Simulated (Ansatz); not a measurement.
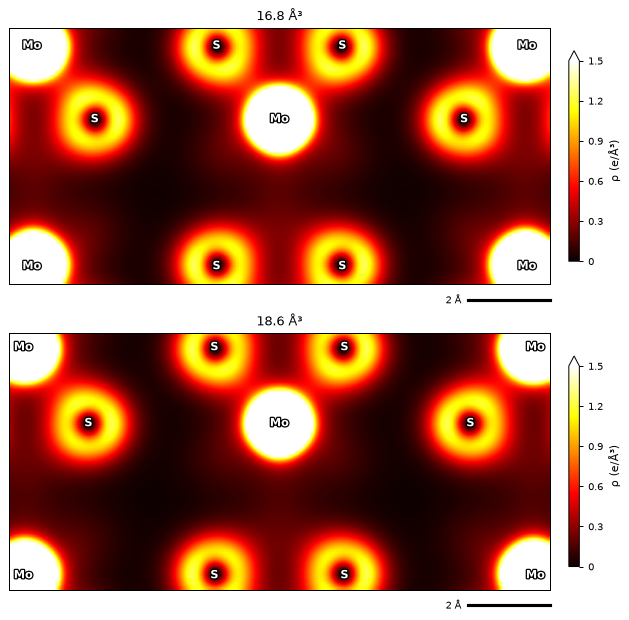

MoS2. The valence charge density (pseudo) of cells scaled evenly to different volumes (given per atom above each panel), on the (110) plane of each (indices in the axes of the cell below), at one length scale and on one colour scale.

All numbers below come from Kohn-Sham DFT of a periodic cell, PBE, Ansatz PAW small core (Ansatz).

The largest cell:

```yaml
crystal:
  lattice:
    - [3.21070, 0.00000, 0.00000]
    - [-1.60535, 2.78055, 0.00000]
    - [0.00000, 0.00000, 12.48618]
  atoms:
    - { symbol: Mo, position: [0.66667, 0.33333, 0.75000] }
    - { symbol: Mo, position: [0.33333, 0.66667, 0.25000] }
    - { symbol: S, position: [0.66667, 0.33333, 0.37700] }
    - { symbol: S, position: [0.33333, 0.66667, 0.87700] }
    - { symbol: S, position: [0.66667, 0.33333, 0.12300] }
    - { symbol: S, position: [0.33333, 0.66667, 0.62300] }
```

| volume (Å³/atom) | Mo–S contact in the plane (Å) | ρ at its midpoint (e/Å³) | pressure (GPa) | gap on the mesh (eV) | 
| --- | --- | --- | --- | --- |
| 16.79 | 2.359 | 0.660 | 12.7 | 0.86 | 
| 17.15 | 2.375 | ? | ? | ? | 
| 18.58 | 2.439 | 0.572 | −3.5 | 0.96 | 

Estimate the missing row, and compare with the calculation.

Over the known rows ln ρ falls by 1.79 per Å of Mo–S distance (the line through the two), which gives 0.641 e/Å³ at 2.375 Å; the calculation gives 0.640 e/Å³. For the pressure, a straight line in volume between the neighbouring rows gives 9.4 GPa; the calculation gives 8.8, lower because pressure rises ever faster on compression. For the gap on the mesh, a straight line in volume between the neighbouring rows gives 0.88 eV; the calculation gives 0.89.
